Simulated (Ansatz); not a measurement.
```
Mo
1.0
     0.00000   -3.12931    0.00000
    -3.10584    0.00000    3.10584
    -3.15278    0.00000   -3.15278
Mo
4
Direct
  0.50000 0.00000 0.50000
  0.00000 0.50000 0.50000
  0.50000 0.50000 0.00000
  0.00000 0.00000 0.00000
```

Space group Fmmm; changed on purpose from its base cell (strain +0.0150 x Voigt [0, 0, 0, 0, 1, 0], atoms carried along); computed without spin polarisation.

Method: DFT PBEsol, scalar-relativistic, plane waves, PAW (Ansatz).

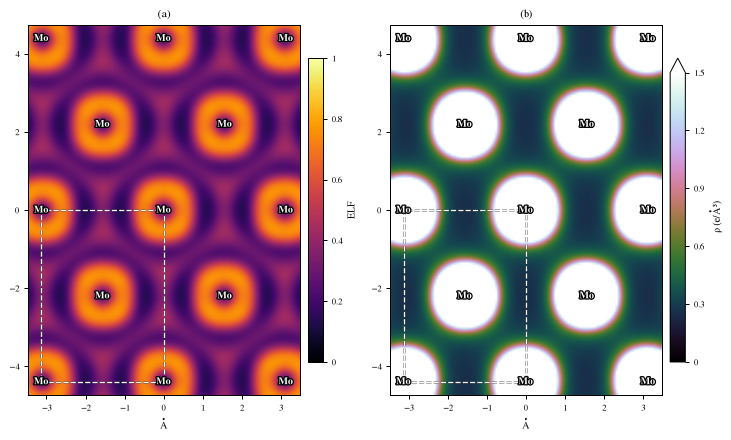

Mo. (a) electron localisation function; (b) valence charge density (pseudo) on the (001) plane of the conventional cell.

In a PAW calculation such maps are meaningful between the atoms, not at the nuclei.

> What do the fields say about this system?

- The plane passes through Mo nuclei.
- Mo–Mo (2.70 Å): ρ at the midpoint is about 0.4 e/Å³; the ELF is about 0.30 at the midpoint (no shared electron pair shows on this line).
- Between the atoms the lowest density in this plane is 0.25 e/Å³.
- The features right at Mo lie inside the PAW spheres, where the map follows smoothed inner orbitals and isn't to be read closely.
